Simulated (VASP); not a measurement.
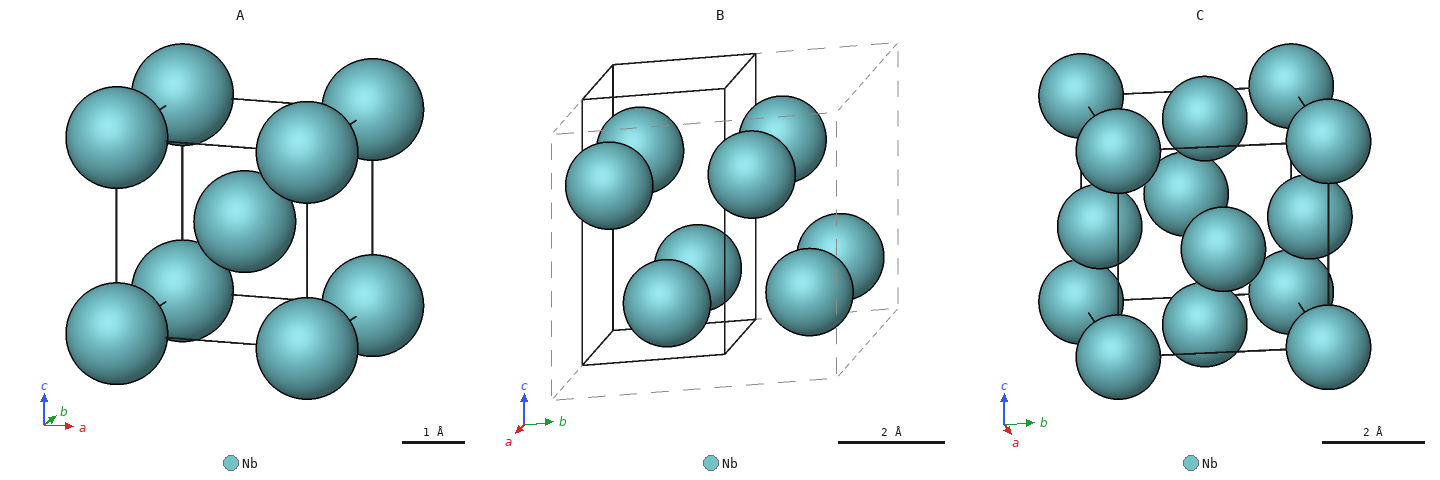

Three structures of Nb, each relaxed (cell and atoms) at zero pressure; conventional cells in solid outline, small ones repeated, each panel with its own scale. Alike in all runs: VASP 6.6.1; functional PBEsol; VASP's PAW PBE potentials, release 64 (Nb_pv); cutoff 580 eV; occupations gaussian, width 0.1 eV; no spin polarisation; no spin-orbit coupling. The k meshes have like spacings.

Question: Give the type and space group of each panel.

Answer: A: body-centred cubic (W type), Im-3m; B: hexagonal close-packed (Mg type), P6₃/mmc; C: face-centred cubic (Cu type), Fm-3m.

Question: Which of these is lowest in energy, and how far above it do the others lie?

Answer: A, then B (+312 meV/atom) and C (+343 meV/atom), static energies at zero smearing.

Question: Collect the results in a table.

Answer:
| panel | space group | E − E(lowest) (meV/atom) | volume (Å³/atom) |
| --- | --- | --- | --- |
| A | Im-3m | 0 | 17.8 |
| B | P6₃/mmc | 312 | 18.3 |
| C | Fm-3m | 343 | 18.3 |

The starts are database entries or structure types tried for this composition, and the most stable form need not be among them.
